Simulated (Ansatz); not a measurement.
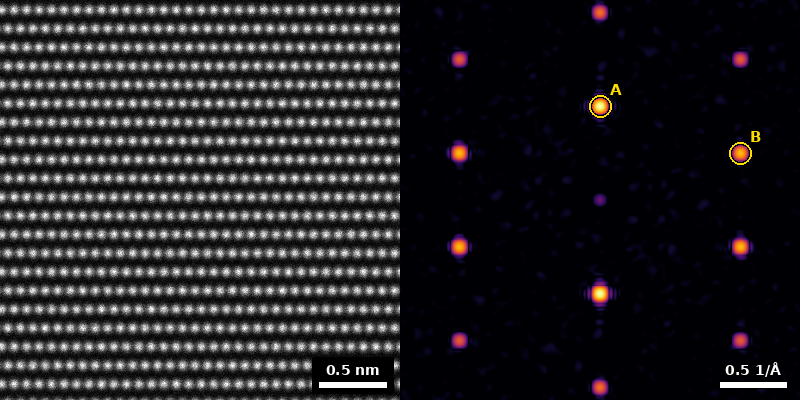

Dark-field STEM-like image of a crystal. Simulation: incoherent imaging, intensity Z^1.8 per atom, probe width 0.57 Å, thin sample. The probe carries 15 % of its weight in a tail 2.5 times as wide. Shot noise was added.

The right panel is the modulus of the image's Fourier transform on a logarithmic scale.

Question: Which lattice spacings do the marked spots stand for, and what angle do A and B enclose?

Answer: A: 1.4 Å, B: 0.9 Å; A and B enclose about 72°.

The crystal is Pt (Fm-3m, No. 225) along [221]; the spots are (-2 2 0) and (0 2 -4). Structure used: the end point of a relaxation with Ansatz, DFT PBE, scalar-relativistic, plane waves, PAW; the starting structure was generated, so it need not be a known form of this composition.
